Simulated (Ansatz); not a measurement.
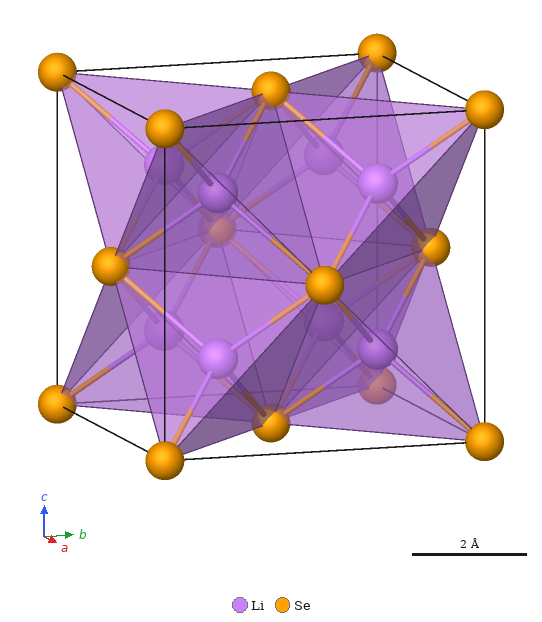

Fig. 1: The input geometry (polyhedral view of the cell 4 times as large as that of the calculation, set on its symmetry axes, seen slightly off an axis; polyhedra are completed across the faces of the cell). An atom can appear more than once, as a periodic image.

**Field-gradient calculation, with input and output: Li$_{2}$Se**

System: Li$_{2}$Se (Fm-3m, 3 atoms in the cell).
Method: DFT, LDA, PAW with Ansatz's default frozen-core files, scalar-relativistic, no spin polarisation (Ansatz 0.2.0).

The structure derives from an entry of the Crystallography Open Database. Its volume is 0.98 times that of the source entry. It belongs to a series of runs on one base structure; here: volume scaled by 0.98, PAW files.

Log
```
Engine: ansatz 0.2.0, aarch64-unknown-linux-gnu
Pseudopotentials: kind: paw
Pseudopotential: Li, paw, valence charge 3, recommended cutoff 420 eV (normal), Li.paw.azcp
Pseudopotential: Se, paw, valence charge 16, recommended cutoff 420 eV (normal), Se.paw.azcp
Functional definition: SPW92
  exchange = slater_x
  correlation = pw_c
Crystal: 3 atoms, lattice volume = 53.052 Å³
Basis set: ecut = 420 eV, 1037 PW (Γ)
Bands: 15, of which v1, the nominal top of the filled ones, is band 11 counted from 1 (10 counted from 0)
Symmetry: 48 space group operations
Space group: Fm-3m (ITA 225), of the structure as read, at distance tolerance 3.8e-5 Å
k-points: 35 of 729
Non-local potential: Li, projectors of the file, l = 0: 3, l = 1: 2, l = 2: 1
Non-local potential: Se, projectors of the file, l = 0: 2, l = 1: 2, l = 2: 3, l = 3: 1
PAW form: soft (Blöchl's): semilocal exchange-correlation on the pseudo side does not see the compensation charge
PAW frozen core: Se, regenerated for the run's functional, and the local potential with it (the file was generated under x = pbe(κ = 0.804, μ = 0.2195149727645171), c = pbe(β = 0.06672455060314922))
PAW one-centre angular grid: Li, 110 points (default); XC on 64 Gauss nodes
PAW one-centre angular grid: Se, 590 points (default); XC on 64 Gauss nodes
Initial density: superposition of atomic densities (neutral atoms: chi_scale 0, normalization atom), corrected by the library's trained network
Initial wavefunctions: pseudopotential atomic-orbital guess
Functional: x = slater, c = lda
SCF iter   1: F=—  HF=-5790.455718 eV  |F-HF|=—  |Δ(HF+E_count)|=         —  Δρ=5.39e-3  dr2=5.34e-3  ethr=1.77e-3  ⟨swp⟩=5.5  Hψ=2409  notcnv=0
preconditioner: auto → none  [insulator: Δε(μ)=2.893 eV  Ē_g=10.388 eV  σ=0.030 eV  W_gap=1.00  n_scr=14 (ndim 8)  ℏωp=14.4 eV  f_vac=0.046  D(μ)=0.00/eV (n_scr^D=0)  ε∞_Penn≈2.9]
SCF iter   2: F=—  HF=-5790.446784 eV  |F-HF|=—  |Δ(HF+E_count)|=   8.93e-3  Δρ=2.24e-3  dr2=1.04e-3  ethr=2.43e-5  ⟨swp⟩=2.0  Hψ=1154  notcnv=0
SCF iter   3: F=—  HF=-5790.445339 eV  |F-HF|=—  |Δ(HF+E_count)|=   1.45e-3  Δρ=4.96e-4  dr2=1.46e-4  ethr=4.75e-6  ⟨swp⟩=2.0  Hψ=1024  notcnv=0
SCF iter   4: F=—  HF=-5790.445257 eV  |F-HF|=—  |Δ(HF+E_count)|=   8.20e-5  Δρ=1.19e-4  dr2=5.35e-6  ethr=6.65e-7  ⟨swp⟩=2.0  Hψ=910  notcnv=0
SCF iter   5: F=—  HF=-5790.445255 eV  |F-HF|=—  |Δ(HF+E_count)|=   1.98e-6  Δρ=1.19e-5  dr2=7.69e-8  ethr=2.43e-8  ⟨swp⟩=2.5  Hψ=938  notcnv=0
SCF iter   6: F=-5790.445255 eV  HF=-5790.445255 eV  |F-HF|=1.87e-8  |Δ(HF+E_count)|=   1.11e-7  Δρ=2.47e-6  dr2=2.39e-9  ethr=3.50e-10  ⟨swp⟩=8.3  Hψ=3340  notcnv=0
SCF 1 converged in 6 iterations: F = -5790.445255 eV  dr2 = 2.39e-9
  Residual-converged pass: ⟨swp⟩=1.1  Hψ=667  notcnv=0  max |occ|·‖R‖ = 7.0e-9 eV (tolerance 1.0e-8 eV)  dr2=2.39e-9  dr2_onsite=2.33e-8  max |Δocc| = 0.0e0
  greatest PAW one-centre occupation: 1.000 electrons in one spin orbital (limit 2), on the Li atom at site 1 (counted from 0), in its partial waves of l = 0
SCF converged after 6 iterations
Free energy (F): -5790.445255 eV
Harris-Foulkes:  -5790.445255 eV  (|F-HF|=1.87e-8)
Internal energy: -5790.445255 eV  (E = F + TS)
E sigma→0 (E₀):  -5790.445255 eV
Fermi energy:    4.773227 eV
--- Per-component energies (eV) ---
  E_band       = -590.304918
  E_kinetic    = 164.968832
  E_local      = -3009.171692  (includes V_loc(G=0)·N_el)
  E_nonlocal   = -655.992617
  E_hartree    = 1423.184652
  E_xc         = -126.189594
  E_vxc        = -127.973310  (∫ρ·V_xc dr)
  E_paw        = -1863.541944  (= ΣΔE_a)
  E_vpaw       = 191.495945  (= ΣTr[D̂ρ^β])
  E_aug_tail   = -0.000478  (compensation charges beyond the density's cutoff)
  E_ewald      = -1725.919775
  E_core_change = 2.217362  (= ΣΔE_core)
  E_smearing   = -0.000000  (= −TS)
  E_closure    = 0.000000  (closes the sum)
  Σ components = -5790.445255   (vs F -5790.445255, Δ=0.00e0)
--- Forces (eV/Å), atoms counted from 1 ---
  atom   1  Li     0.00000000    -0.00000000     0.00000000
  atom   2  Li     0.00000000    -0.00000000     0.00000000
  atom   3  Se    -0.00000000     0.00000000    -0.00000000
  max |Σ_I F_I| component: 1.02e-16 eV/Å
--- Stress (GPa, compression-positive) ---
       -2.010541       0.000000      -0.000000
        0.000000      -2.010541      -0.000000
       -0.000000      -0.000000      -2.010541
  P = ⅓ Tr σ = -2.0105 GPa (-20.105 kbar)
--- PAW observables at the nuclei: V_zz in 10²¹ V/m², potentials from the cell's mean, atoms counted from 1 ---
  atom   1  Li V_zz =    -0.000000   η = 0.0000   by run symmetry: forbidden
            electrostatic potential = -164.574058 V   contact ρ = 91.343794 e/Å³
  atom   2  Li V_zz =    -0.000000   η = 0.0000   by run symmetry: forbidden
            electrostatic potential = -164.574058 V   contact ρ = 91.343794 e/Å³
  atom   3  Se V_zz =    -0.000000   η = 0.0000   by run symmetry: forbidden
            electrostatic potential = -4706.422419 V   contact ρ = 261610.949225 e/Å³
--- Band table (eV; the first three rows and the last of 35) ---
  k-point 0: bands = ["-42.4709", "-42.4709", "-42.4709", "-42.4664", "-42.4664", "-40.3290", "-40.2996", "-8.1689", "3.3365", "3.3365", "3.3365", "6.6107", "8.8283", "8.8283", "8.8283"]
  k-point 1: bands = ["-42.4710", "-42.4709", "-42.4709", "-42.4664", "-42.4664", "-40.3280", "-40.3004", "-8.1300", "2.7743", "3.2580", "3.2580", "7.0287", "9.0191", "9.0191", "9.1386"]
  k-point 2: bands = ["-42.4711", "-42.4709", "-42.4709", "-42.4664", "-42.4664", "-40.3253", "-40.3026", "-8.0269", "1.7561", "3.0790", "3.0790", "7.6381", "9.3450", "9.3450", "9.9334"]
  k-point 34: bands = ["-42.4713", "-42.4711", "-42.4708", "-42.4664", "-42.4664", "-40.3144", "-40.3120", "-7.6920", "1.1409", "1.4777", "1.7305", "8.2689", "9.6420", "10.9829", "12.0130"]
```

File rho_z.tsv
```
# z_ang	rho[e/angstrom^3]
# format = ansatz-planar-average/11
# lattice	0.000000000	2.982348386	2.982348386
# lattice	2.982348386	0.000000000	2.982348386
# lattice	2.982348386	2.982348386	0.000000000
# sites	3
# site	3	1.491174193	1.491174193	1.491174193
# site	3	4.473522579	4.473522579	4.473522579
# site	34	0.000000000	0.000000000	0.000000000
0.000000	1.307759e0
0.140589	1.193736e0
0.281179	9.255958e-1
0.421768	6.513840e-1
0.562357	4.709347e-1
0.702946	3.961450e-1
0.843536	3.848779e-1
0.984125	3.825374e-1
1.124714	3.496853e-1
1.265303	2.791021e-1
1.405893	1.935152e-1
1.546482	1.220737e-1
1.687071	7.895592e-2
1.827660	5.987431e-2
1.968250	5.268779e-2
2.108839	5.055925e-2
2.249428	5.268779e-2
2.390017	5.987431e-2
2.530607	7.895592e-2
2.671196	1.220737e-1
2.811785	1.935152e-1
2.952374	2.791021e-1
3.092964	3.496853e-1
3.233553	3.825374e-1
3.374142	3.848779e-1
3.514731	3.961450e-1
3.655321	4.709347e-1
3.795910	6.513840e-1
3.936499	9.255958e-1
4.077088	1.193736e0
```

File v_z.tsv
```
# z_ang	v_es[eV]	v_tot[eV]
# format = ansatz-planar-average/11
# xc	lda
# density_cutoff_ev	1680
# datasets	Li=:simpson_from_first_knot:soft	Se=:simpson_from_first_knot:soft:shift=-2261459
# lattice	0.000000000	2.982348386	2.982348386
# lattice	2.982348386	0.000000000	2.982348386
# lattice	2.982348386	2.982348386	0.000000000
# sites	3
# site	3	1.491174193	1.491174193	1.491174193
# site	3	4.473522579	4.473522579	4.473522579
# site	34	0.000000000	0.000000000	0.000000000
0.000000	1.796755e0	-8.543112e0
0.140589	1.757821e0	-8.537985e0
0.281179	1.589924e0	-8.582100e0
0.421768	1.331405e0	-8.657043e0
0.562357	1.123389e0	-8.641781e0
0.702946	1.104801e0	-8.406701e0
0.843536	1.403919e0	-7.816332e0
0.984125	2.052624e0	-6.823334e0
1.124714	2.903103e0	-5.570723e0
1.265303	3.730677e0	-4.297088e0
1.405893	4.458319e0	-3.106335e0
1.546482	5.123448e0	-1.996285e0
1.687071	5.715724e0	-1.017009e0
1.827660	6.189526e0	-2.503673e-1
1.968250	6.463234e0	2.001313e-1
2.108839	6.533139e0	3.279598e-1
2.249428	6.463234e0	2.001313e-1
2.390017	6.189526e0	-2.503673e-1
2.530607	5.715724e0	-1.017009e0
2.671196	5.123448e0	-1.996285e0
2.811785	4.458319e0	-3.106335e0
2.952374	3.730677e0	-4.297088e0
3.092964	2.903103e0	-5.570723e0
3.233553	2.052624e0	-6.823334e0
3.374142	1.403919e0	-7.816332e0
3.514731	1.104801e0	-8.406701e0
3.655321	1.123389e0	-8.641781e0
3.795910	1.331405e0	-8.657043e0
3.936499	1.589924e0	-8.582100e0
4.077088	1.757821e0	-8.537985e0
```

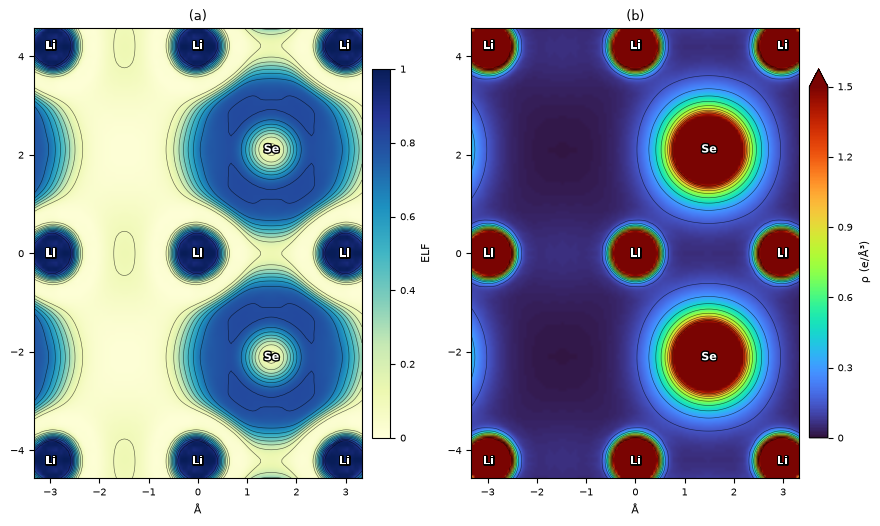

Fig. 2: (a) ELF; (b) valence charge density (pseudo) on the (110) plane of the conventional cell. Atoms in the plane: Li and Se. Li–Se (2.58 Å): ρ at the midpoint is about 0.27 e/Å³; the ELF is about 0.80 at the midpoint. Away from the nuclei the density in this plane falls to 0.01 e/Å³ at its lowest. The strong features right at Li lie inside the PAW spheres (semicore, d or f shells) and say nothing about bonding. The fields are those of the smooth PAW valence density.

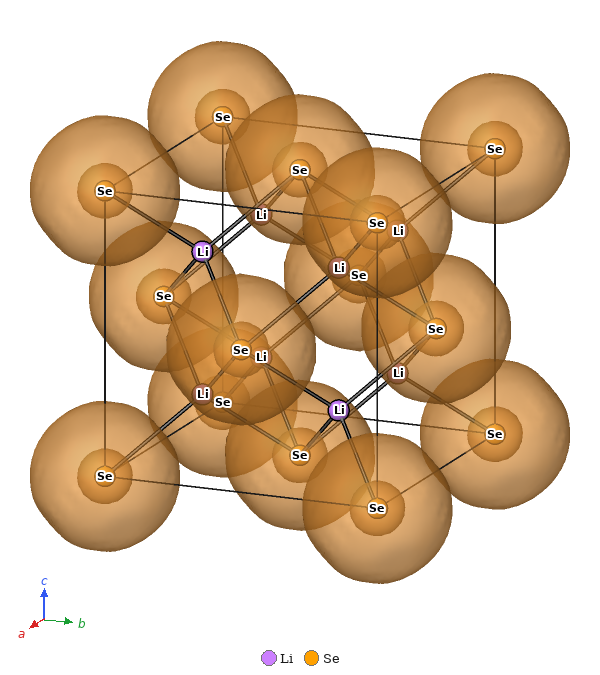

Fig. 3: Isosurface of the ELF at 0.65 (orange), seen slightly off an axis. Core shells and regions of very low density are left out. Sticks mark near contacts. The outline is the cell set on symmetry axes. Along the contacts the grid gives the following. Li–Se (2.58 Å): the ELF is about 0.80 at the midpoint.

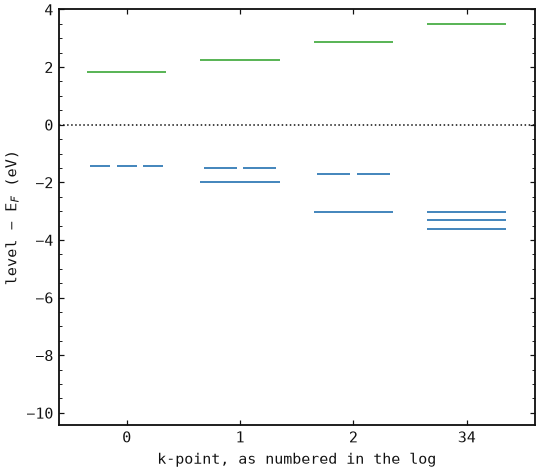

Fig. 4: Kohn–Sham levels near the Fermi level (dotted) at the few k-points that the log prints; levels within 0.02 eV of each other stand side by side. Among these points the highest filled and lowest empty levels are 3.27 eV apart; the gap on the full mesh, 2.88 eV, has an edge at a point that isn't printed.

The run was set up as follows.

The input
```yaml
crystal:
  lattice:
    - [0.0, 2.9823483861, 2.9823483861]
    - [2.9823483861, 0.0, 2.9823483861]
    - [2.9823483861, 2.9823483861, 0.0]
  atoms:
    - { symbol: Li, position: [0.25, 0.25, 0.25] }
    - { symbol: Li, position: [0.75, 0.75, 0.75] }
    - { symbol: Se, position: [0.0, 0.0, 0.0] }
kpoints:
  mp_grid: { grid: [9, 9, 9] }
scf:
  occupations: { method: fermi_dirac, width: 0.03 }
hamiltonian:
  xc: lda
  pseudopotentials: { kind: paw }
output:
  forces: true
  stress: true
  eigenvalues: true
  efg: { contact_densities: true }
  write_density: true
  write_potential: true
  elf: true
  volumetric_format: npy
```

Launched with:
```bash
ansatz run input.yaml --threads 1 --pin off --max-ram 4096MiB --backend cpu --events-out ev --progress --plain --runs-dir out
```

Summary

- outcome: converged
- space group (tolerance 0.01 Å): Fm-3m (225)
- electrons treated: 22
- free energy: −5790.4453 eV
- Fermi energy: 4.773 eV
- gap on the k-point mesh: 2.88 eV
- pressure: −2.01 GPa
- field gradient V_zz (10²¹ V/m²): zero at all sites
- largest force (length of the vector): under 0.001 eV/Å
- hardware: 1 thread of Arm Neoverse V2, 128 GiB of memory available, shared host
- wall time: 3 s
- peak memory: 0.35 GiB
